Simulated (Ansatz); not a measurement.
Density-of-states calculation of Fe2Si (part 1 of 3)

The run: density-of-states calculation of Fe2Si (6 atoms in the cell). Method and program: DFT HSE06 form with exact-exchange fraction 0.1, scalar-relativistic, plane waves, PAW, spin-polarised (Ansatz 0.2.0).

The structure derives from an entry of the Crystallography Open Database. Figures and captions count atoms from 1; the log counts them from 0 in places.

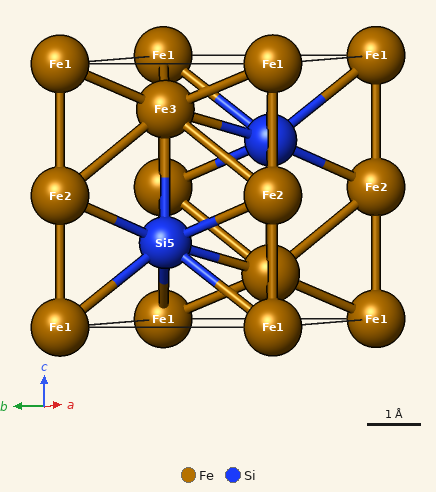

The structure (ball-and-stick view of the cell of the calculation, seen at an oblique angle; atoms are numbered from 1 in the order of the input). An atom can appear more than once, as a periodic image.

The input
```yaml
crystal:
  lattice:
    - [4.0698739983, -1.0e-10, 0.0]
    - [-2.0349369991, 3.5246142727, 0.0]
    - [0.0, 0.0, 5.0404273798]
  atoms:
    - { symbol: Fe, position: [0.0, 0.0, 0.0], spin: 2.5 }
    - { symbol: Fe, position: [0.0, 0.0, 0.5], spin: 2.5 }
    - { symbol: Fe, position: [0.3333333333, 0.6666666667, 0.8173077045], spin: 2.5 }
    - { symbol: Fe, position: [0.6666666667, 0.3333333333, 0.1826922955], spin: 2.5 }
    - { symbol: Si, position: [0.3333333333, 0.6666666667, 0.3108130671] }
    - { symbol: Si, position: [0.6666666667, 0.3333333333, 0.6891869329] }
basis:
  ecutwfc: 420
  ecutrho_ratio: 4
kpoints:
  mp_grid: { grid: [6, 6, 4] }
hamiltonian:
  xc: { preset: hse06, exx: { coeff: 0.1, omega: 0.20787 } }
scf:
  occupations: { method: gaussian, width: 0.05 }
  n_extra_bands: 20
output:
  forces: true
  stress: true
  eigenvalues: true
  populations: true
  dos: { projected: true, de: 0.02 }
  write_density: true
  write_potential: true
  elf: true
  volumetric_format: npy
magnetization:
  spin_polarized: true
```

Hardware: 4 threads of Arm Neoverse V2, 24 GiB of memory available, shared host.

Run as:
```bash
ansatz run input.yaml --threads 4 --pin off --max-ram 8192MiB --backend cpu --events-out ev --progress --plain --runs-dir out
```

The program's output
```
Warning: output.stress: scf.convergence.dr2_threshold = 1e-7 eV (the SCF's general default) is looser than the 6e-10 eV advised for a printed stress (1e-10 eV for each atom of the cell: 6). What an SCF threshold leaves in a stress goes as its square root, and in the free energy as the threshold itself, and one threshold admits the most on a small cell: of the crystals measured, under no hybrid functional and no lock of the moments, on runs that ended without the residual-converged pass, on stresses that held no estimate of that error, the worst erred by over 100 MPa in a component at 1e-7 eV an atom and by under 5 at 1e-10. Set scf.convergence.dr2_threshold to 6e-10 eV or tighter. The threshold is an SCF's pass mark: one that does not reach it within its budget of iterations ends unconverged, or closes short of it on a stop that the run arms, and scf.convergence.dr2_threshold's page says what that costs each kind of run
Warning: output.stress: scf.exx.energy_threshold = 1e-6 eV is looser than the 6e-8 eV advised for a stress under a hybrid functional (1e-8 eV for each atom of the cell: 6). Every SCF of the exchange loop can meet its threshold on dr2 while the loop round them stops early: no threshold on dr2 bounds what that leaves in the stress. Set scf.exx.energy_threshold to 6e-8 eV or tighter. The threshold is the loop's pass mark: a loop that does not reach it within its budget of cycles ends unconverged, and scf.exx.energy_threshold's page has the law
scf.n_extra_bands = 20 over 36 filled bands (N_el = 72.0): the run solves 56 bands
Engine: ansatz 0.2.0, aarch64-unknown-linux-gnu
Pseudopotentials: kind: paw
Pseudopotential: Fe, paw, valence charge 16, recommended cutoff 420 eV (normal), Fe.paw.azcp
Pseudopotential: Si, paw, valence charge 4, recommended cutoff 420 eV (normal), Si.paw.azcp
Functional definition: unnamed
  parameter a_1 = 0.1
  parameter omega_1 = 0.20787/angstrom
  exchange = pbe_x + (-a_1)*pbe_x_sr(omega_1) + a_1*exact_x_sr(omega_1)
  correlation = pbe_c
Crystal: 6 atoms, lattice volume = 72.304 Å³
Basis set: ecut = 420 eV, 1397 PW (Γ), exchange–correlation on 60×60×72 points (8 copies of the dense FFT grid, shifted against one another)
Bands: 56, of which v1, the nominal top of the filled ones, is band 36 counted from 1 (35 counted from 0)
Symmetry: 12 space group operations
Space group: P-3m1 (ITA 164), of the structure as read, at distance tolerance 4.2e-5 Å
Magnetic group: BNS 164.85 (UNI 1315), of the structure as read, at distance tolerance 4.2e-5 Å
k-points: 24 of 144
Non-local potential: Fe, projectors of the file, l = 0: 3, l = 1: 2, l = 2: 3, l = 3: 1
Non-local potential: Si, projectors of the file, l = 0: 2, l = 1: 2, l = 2: 2
PAW form: soft (Blöchl's): semilocal exchange-correlation on the pseudo side does not see the compensation charge
PAW frozen core: Fe, regenerated for the run's functional, and the local potential with it (the file was generated under x = pbe(κ = 0.804, μ = 0.2195149727645171), c = pbe(β = 0.06672455060314922))
PAW frozen core: Si, regenerated for the run's functional, and the local potential with it (the file was generated under x = pbe(κ = 0.804, μ = 0.2195149727645171), c = pbe(β = 0.06672455060314922))
PAW one-centre angular grid: Fe, 590 points (default); XC on 64 Gauss nodes
PAW one-centre angular grid: Si, 110 points (default); XC on 64 Gauss nodes
Initial density: superposition of atomic densities (chi_scale 0.1, normalization cell)
Starting moments: Σ|m| = 10 μB on 4 of 6 sites
Initial wavefunctions: pseudopotential atomic-orbital guess
Functional: x = pbe(κ = 0.804, μ = 0.2195149727645171), c = pbe(β = 0.06672455060314922), warm-up for x = pbe(κ = 0.804, μ = 0.2195149727645171) + 0.1 (exact − pbe) at short range (hse, ω = 0.20787 Å⁻¹), c = pbe(β = 0.06672455060314922)
iter 1 solved again at ethr=3.57e-3 eV; its pass at ethr=1.00e-1 eV (dr2=2.57e0 eV) is discarded
SCF iter   1: F=—  HF=-19194.943093 eV  |F-HF|=—  |Δ(HF+E_count)|=         —  Δρ=6.05e-2 (↑3.83e-2 ↓6.05e-2)  dr2=2.57e0  dr2_m=1.27e0  M=7.604 μB ∫|m|=8.188 μB  β_m=0.30  ethr=3.57e-3  ⟨swp⟩=2.8  Hψ=13743  notcnv=0
preconditioner: auto → Kerker (q_TF=auto, 2.726 Å⁻¹)  [metal: Δε(μ)=0.016 eV  Ē_g=9.559 eV  σ=0.050 eV  W_gap=0.17  n_scr=22 (ndim 8)  ℏωp=27.6 eV  f_vac=0.000  D(μ)=7.64/eV (n_scr^D=108)]
spin=Collinear: Kerker preconditioning applied to the charge; magnetization (m = ρ↑ − ρ↓) channel mixes plain (no charge-response kernel on spin).
SCF iter   2: F=—  HF=-19195.138819 eV  |F-HF|=—  |Δ(HF+E_count)|=   1.96e-1  Δρ=4.82e-2 (↑4.82e-2 ↓4.09e-2)  dr2=3.55e0  dr2_m=5.41e-1  M=7.608 μB ∫|m|=8.210 μB  β_m=0.30  ethr=3.57e-3  ⟨swp⟩=2.0  Hψ=5378  notcnv=0  defer=2
SCF iter   3: F=—  HF=-19195.217717 eV  |F-HF|=—  |Δ(HF+E_count)|=   7.89e-2  Δρ=4.72e-2 (↑3.21e-2 ↓4.72e-2)  dr2=2.37e0  dr2_m=6.16e-1  M=7.328 μB ∫|m|=8.067 μB  β_m=0.30  ethr=3.57e-3  ⟨swp⟩=2.0  Hψ=5378  notcnv=0  defer=1
SCF iter   4: F=—  HF=-19195.121551 eV  |F-HF|=—  |Δ(HF+E_count)|=   9.62e-2  Δρ=4.14e-2 (↑2.34e-2 ↓4.14e-2)  dr2=1.45e0  dr2_m=4.53e-1  M=7.116 μB ∫|m|=7.944 μB  β_m=0.30  ethr=3.29e-3  ⟨swp⟩=2.4  Hψ=5406  notcnv=0  defer=4
SCF iter   5: F=—  HF=-19195.119523 eV  |F-HF|=—  |Δ(HF+E_count)|=   2.03e-3  Δρ=2.17e-2 (↑2.17e-2 ↓1.52e-2)  dr2=2.32e-1  dr2_m=1.77e-1  M=7.125 μB ∫|m|=7.965 μB  β_m=0.30  ethr=2.01e-3  ⟨swp⟩=2.7  Hψ=5431  notcnv=0  defer=10
iter 6 solved again at ethr=1.06e-5 eV; its pass at ethr=3.22e-4 eV (dr2=7.60e-3 eV) is discarded
SCF iter   6: F=—  HF=-19195.146832 eV  |F-HF|=—  |Δ(HF+E_count)|=   2.73e-2  Δρ=1.63e-2 (↑1.53e-2 ↓1.63e-2)  dr2=7.87e-3  dr2_m=1.62e-1  M=7.003 μB ∫|m|=7.894 μB  β_m=0.30  ethr=1.06e-5  ⟨swp⟩=4.4  Hψ=11283  notcnv=0  defer=44
SCF iter   7: F=—  HF=-19195.168474 eV  |F-HF|=—  |Δ(HF+E_count)|=   2.16e-2  Δρ=1.37e-2 (↑1.37e-2 ↓1.36e-2)  dr2=6.01e-4  dr2_m=1.23e-1  M=6.911 μB ∫|m|=7.827 μB  β_m=0.30  ethr=1.06e-5  ⟨swp⟩=3.3  Hψ=5689  notcnv=0  defer=14
SCF iter   8: F=—  HF=-19195.186833 eV  |F-HF|=—  |Δ(HF+E_count)|=   1.84e-2  Δρ=1.30e-2 (↑1.21e-2 ↓1.30e-2)  dr2=2.39e-3  dr2_m=1.04e-1  M=6.817 μB ∫|m|=7.756 μB  β_m=0.30  ethr=8.35e-7  ⟨swp⟩=4.0  Hψ=6165  notcnv=0  defer=16
SCF iter   9: F=—  HF=-19195.199893 eV  |F-HF|=—  |Δ(HF+E_count)|=   1.31e-2  Δρ=1.14e-2 (↑1.14e-2 ↓1.09e-2)  dr2=3.82e-4  dr2_m=8.25e-2  M=6.733 μB ∫|m|=7.685 μB  β_m=0.30  ethr=8.35e-7  ⟨swp⟩=3.7  Hψ=5930  notcnv=0  defer=9
SCF iter  10: F=—  HF=-19195.209714 eV  |F-HF|=—  |Δ(HF+E_count)|=   9.82e-3  Δρ=1.14e-2 (↑1.01e-2 ↓1.14e-2)  dr2=5.30e-3  dr2_m=7.62e-2  M=6.646 μB ∫|m|=7.611 μB  β_m=0.30  ethr=5.30e-7  ⟨swp⟩=3.5  Hψ=5502  notcnv=0  defer=6
SCF iter  11: F=—  HF=-19195.217262 eV  |F-HF|=—  |Δ(HF+E_count)|=   7.55e-3  Δρ=1.01e-2 (↑9.44e-3 ↓1.01e-2)  dr2=2.19e-3  dr2_m=6.32e-2  M=6.574 μB ∫|m|=7.542 μB  β_m=0.30  ethr=5.30e-7  ⟨swp⟩=3.4  Hψ=5402  notcnv=0  defer=3
SCF iter  12: F=—  HF=-19195.223225 eV  |F-HF|=—  |Δ(HF+E_count)|=   5.96e-3  Δρ=8.86e-3 (↑8.77e-3 ↓8.86e-3)  dr2=1.72e-4  dr2_m=5.15e-2  M=6.511 μB ∫|m|=7.479 μB  β_m=0.30  ethr=5.30e-7  ⟨swp⟩=3.2  Hψ=5156  notcnv=0  defer=3
SCF iter  13: F=—  HF=-19195.228220 eV  |F-HF|=—  |Δ(HF+E_count)|=   5.00e-3  Δρ=8.19e-3 (↑8.19e-3 ↓7.70e-3)  dr2=1.10e-3  dr2_m=4.17e-2  M=6.456 μB ∫|m|=7.421 μB  β_m=0.30  ethr=2.39e-7  ⟨swp⟩=4.1  Hψ=5911  notcnv=0  defer=3
SCF iter  14: F=—  HF=-19195.232302 eV  |F-HF|=—  |Δ(HF+E_count)|=   4.08e-3  Δρ=8.18e-3 (↑7.46e-3 ↓8.18e-3)  dr2=1.48e-3  dr2_m=4.03e-2  M=6.395 μB ∫|m|=7.360 μB  β_m=0.30  ethr=2.39e-7  ⟨swp⟩=3.3  Hψ=5278  notcnv=0  defer=2
SCF iter  15: F=—  HF=-19195.235932 eV  |F-HF|=—  |Δ(HF+E_count)|=   3.63e-3  Δρ=7.62e-3 (↑6.95e-3 ↓7.62e-3)  dr2=1.29e-3  dr2_m=3.49e-2  M=6.344 μB ∫|m|=7.304 μB  β_m=0.30  ethr=2.39e-7  ⟨swp⟩=3.6  Hψ=5087  notcnv=0  defer=2
Mixer restart at iter 15: flushing history
spin-set hold released at iteration 15 (site moments' squared step at or under half its running peak, from the soft ceiling on): the magnetisation degrees of freedom join the quasi-Newton model from the next iteration; the mixer history was flushed
SCF iter  16: F=—  HF=-19195.239053 eV  |F-HF|=—  |Δ(HF+E_count)|=   3.12e-3  Δρ=6.99e-3 (↑6.99e-3 ↓6.41e-3)  dr2=3.89e-4  dr2_m=2.95e-2  M=6.296 μB ∫|m|=7.251 μB  β_m=0.58  ethr=2.39e-7  ⟨swp⟩=3.6  Hψ=5739  notcnv=0  defer=2
SCF iter  17: F=—  HF=-19195.257976 eV  |F-HF|=—  |Δ(HF+E_count)|=   1.89e-2  Δρ=1.31e-2 (↑4.20e-3 ↓1.31e-2)  dr2=1.67e-1  dr2_m=2.72e-2  M=6.142 μB ∫|m|=7.081 μB  β_m=0.08  ethr=2.39e-7  ⟨swp⟩=4.7  Hψ=8505  notcnv=0  defer=1  recentre
SCF iter  18: F=—  HF=-19195.243948 eV  |F-HF|=—  |Δ(HF+E_count)|=   1.40e-2  Δρ=6.25e-3 (↑6.25e-3 ↓5.92e-3)  dr2=1.63e-3  dr2_m=2.40e-2  M=6.214 μB ∫|m|=7.157 μB  β_m=0.11  ethr=2.39e-7  ⟨swp⟩=4.8  Hψ=8155  notcnv=0  defer=1
SCF iter  19: F=—  HF=-19195.252797 eV  |F-HF|=—  |Δ(HF+E_count)|=   8.85e-3  Δρ=4.83e-3 (↑4.83e-3 ↓4.06e-3)  dr2=1.08e-3  dr2_m=1.25e-2  M=6.033 μB ∫|m|=6.947 μB  β_m=0.29  ethr=2.39e-7  ⟨swp⟩=4.8  Hψ=7050  notcnv=0
SCF iter  20: F=—  HF=-19195.270543 eV  |F-HF|=—  |Δ(HF+E_count)|=   1.77e-2  Δρ=4.89e-3 (↑4.89e-3 ↓4.82e-3)  dr2=9.42e-3  dr2_m=1.21e-2  M=5.448 μB ∫|m|=6.300 μB  β_m=0.65  ethr=2.39e-7  ⟨swp⟩=5.0  Hψ=9354  notcnv=0
SCF iter  21: F=—  HF=-19195.276154 eV  |F-HF|=—  |Δ(HF+E_count)|=   5.61e-3  Δρ=4.68e-3 (↑3.28e-3 ↓4.68e-3)  dr2=1.30e-2  dr2_m=7.56e-3  M=5.302 μB ∫|m|=6.114 μB  β_m=0.83  ethr=2.39e-7  ⟨swp⟩=4.5  Hψ=6708  notcnv=0
SCF iter  22: F=—  HF=-19195.267411 eV  |F-HF|=—  |Δ(HF+E_count)|=   8.74e-3  Δρ=5.26e-3 (↑5.26e-3 ↓4.52e-3)  dr2=5.94e-3  dr2_m=1.40e-2  M=5.571 μB ∫|m|=6.421 μB  β_m=0.91  ethr=2.39e-7  ⟨swp⟩=5.0  Hψ=7692  notcnv=0
SCF iter  23: F=—  HF=-19195.270954 eV  |F-HF|=—  |Δ(HF+E_count)|=   3.54e-3  Δρ=4.78e-3 (↑4.59e-3 ↓4.78e-3)  dr2=7.02e-3  dr2_m=1.26e-2  M=5.478 μB ∫|m|=6.310 μB  β_m=0.96  ethr=2.39e-7  ⟨swp⟩=4.1  Hψ=6245  notcnv=0
SCF iter  24: F=—  HF=-19195.273810 eV  |F-HF|=—  |Δ(HF+E_count)|=   2.86e-3  Δρ=4.44e-3 (↑4.41e-3 ↓4.44e-3)  dr2=7.67e-3  dr2_m=1.10e-2  M=5.402 μB ∫|m|=6.219 μB  β_m=0.98  ethr=2.39e-7  ⟨swp⟩=3.6  Hψ=5879  notcnv=0
SCF iter  25: F=—  HF=-19195.274446 eV  |F-HF|=—  |Δ(HF+E_count)|=   6.37e-4  Δρ=5.51e-3 (↑3.77e-3 ↓5.51e-3)  dr2=1.44e-2  dr2_m=1.17e-2  M=5.391 μB ∫|m|=6.208 μB  β_m=0.69  ethr=2.39e-7  ⟨swp⟩=3.7  Hψ=5593  notcnv=0  defer=1
SCF iter  26: F=—  HF=-19195.276314 eV  |F-HF|=—  |Δ(HF+E_count)|=   1.87e-3  Δρ=6.92e-3 (↑6.04e-3 ↓6.92e-3)  dr2=7.60e-2  dr2_m=1.12e-2  M=5.436 μB ∫|m|=6.260 μB  β_m=0.02  ethr=2.39e-7  ⟨swp⟩=4.4  Hψ=7487  notcnv=0  defer=1  recentre
SCF iter  27: F=—  HF=-19195.275168 eV  |F-HF|=—  |Δ(HF+E_count)|=   1.15e-3  Δρ=3.92e-3 (↑3.92e-3 ↓3.65e-3)  dr2=1.21e-3  dr2_m=8.99e-3  M=5.367 μB ∫|m|=6.176 μB  β_m=0.09  ethr=2.39e-7  ⟨swp⟩=4.4  Hψ=7593  notcnv=0
SCF iter  28: F=—  HF=-19195.276823 eV  |F-HF|=—  |Δ(HF+E_count)|=   1.66e-3  Δρ=3.32e-3 (↑3.27e-3 ↓3.32e-3)  dr2=1.25e-3  dr2_m=6.67e-3  M=5.323 μB ∫|m|=6.107 μB  β_m=0.40  ethr=2.39e-7  ⟨swp⟩=4.0  Hψ=6690  notcnv=0
SCF iter  29: F=—  HF=-19195.280271 eV  |F-HF|=—  |Δ(HF+E_count)|=   3.45e-3  Δρ=2.89e-3 (↑1.18e-3 ↓2.89e-3)  dr2=3.90e-3  dr2_m=2.13e-3  M=5.156 μB ∫|m|=5.893 μB  β_m=0.80  ethr=2.39e-7  ⟨swp⟩=4.9  Hψ=7666  notcnv=0
SCF iter  30: F=—  HF=-19195.280647 eV  |F-HF|=—  |Δ(HF+E_count)|=   3.76e-4  Δρ=2.16e-3 (↑1.31e-3 ↓2.16e-3)  dr2=3.25e-3  dr2_m=1.41e-3  M=5.188 μB ∫|m|=5.942 μB  β_m=0.90  ethr=2.39e-7  ⟨swp⟩=3.9  Hψ=5867  notcnv=0
SCF iter  31: F=—  HF=-19195.280114 eV  |F-HF|=—  |Δ(HF+E_count)|=   5.33e-4  Δρ=2.72e-3 (↑2.72e-3 ↓2.03e-3)  dr2=1.39e-3  dr2_m=3.40e-3  M=5.095 μB ∫|m|=5.784 μB  β_m=0.95  ethr=2.39e-7  ⟨swp⟩=4.9  Hψ=7541  notcnv=0
SCF iter  32: F=—  HF=-19195.281327 eV  |F-HF|=—  |Δ(HF+E_count)|=   1.21e-3  Δρ=9.01e-4 (↑5.11e-4 ↓9.01e-4)  dr2=3.48e-4  dr2_m=2.24e-4  M=5.141 μB ∫|m|=5.859 μB  β_m=0.86  ethr=2.39e-7  ⟨swp⟩=4.0  Hψ=6050  notcnv=0
SCF iter  33: F=—  HF=-19195.281355 eV  |F-HF|=—  |Δ(HF+E_count)|=   2.75e-5  Δρ=2.39e-4 (↑2.20e-4 ↓2.39e-4)  dr2=7.46e-5  dr2_m=1.48e-5  M=5.155 μB ∫|m|=5.884 μB  β_m=0.89  ethr=2.39e-7  ⟨swp⟩=2.9  Hψ=4766  notcnv=0
SCF iter  34: F=—  HF=-19195.281366 eV  |F-HF|=—  |Δ(HF+E_count)|=   1.08e-5  Δρ=2.58e-4 (↑2.58e-4 ↓1.46e-4)  dr2=7.12e-5  dr2_m=9.70e-6  M=5.153 μB ∫|m|=5.881 μB  β_m=0.71  ethr=1.04e-7  ⟨swp⟩=3.0  Hψ=4900  notcnv=0
SCF iter  35: F=—  HF=-19195.281362 eV  |F-HF|=—  |Δ(HF+E_count)|=   3.44e-6  Δρ=1.45e-4 (↑1.10e-4 ↓1.45e-4)  dr2=3.15e-5  dr2_m=3.51e-6  M=5.149 μB ∫|m|=5.875 μB  β_m=0.57  ethr=9.89e-8  ⟨swp⟩=2.5  Hψ=4550  notcnv=0
SCF iter  36: F=—  HF=-19195.281361 eV  |F-HF|=—  |Δ(HF+E_count)|=   8.93e-7  Δρ=6.21e-5 (↑5.11e-5 ↓6.21e-5)  dr2=1.29e-6  dr2_m=1.73e-6  M=5.150 μB ∫|m|=5.876 μB  β_m=0.67  ethr=4.37e-8  ⟨swp⟩=2.0  Hψ=4429  notcnv=0
SCF iter  37: F=—  HF=-19195.281362 eV  |F-HF|=—  |Δ(HF+E_count)|=   9.51e-7  Δρ=3.31e-5 (↑3.31e-5 ↓3.18e-5)  dr2=2.55e-6  dr2_m=1.55e-7  M=5.151 μB ∫|m|=5.878 μB  β_m=0.67  ethr=1.79e-9  ⟨swp⟩=3.2  Hψ=5102  notcnv=0
SCF iter  38: F=—  HF=-19195.281362 eV  |F-HF|=—  |Δ(HF+E_count)|=   9.74e-9  Δρ=6.05e-6 (↑4.55e-6 ↓6.05e-6)  dr2=2.17e-8  dr2_m=1.12e-8  M=5.151 μB ∫|m|=5.878 μB  β_m=0.69  ethr=1.79e-9  ⟨swp⟩=2.0  Hψ=4429  notcnv=0
SCF iter  39: F=—  HF=-19195.281362 eV  |F-HF|=—  |Δ(HF+E_count)|=   1.83e-8  Δρ=3.99e-6 (↑2.59e-6 ↓3.99e-6)  dr2=1.85e-8  dr2_m=2.83e-9  M=5.151 μB ∫|m|=5.878 μB  β_m=0.84  ethr=3.01e-11  ⟨swp⟩=4.0  Hψ=6725  notcnv=0
SCF iter  40: F=—  HF=-19195.281362 eV  |F-HF|=—  |Δ(HF+E_count)|=   5.40e-9  Δρ=5.19e-6 (↑3.96e-6 ↓5.19e-6)  dr2=6.29e-8  dr2_m=7.06e-10  M=5.151 μB ∫|m|=5.878 μB  β_m=0.74  ethr=2.57e-11  ⟨swp⟩=2.2  Hψ=4439  notcnv=0  recentre
```
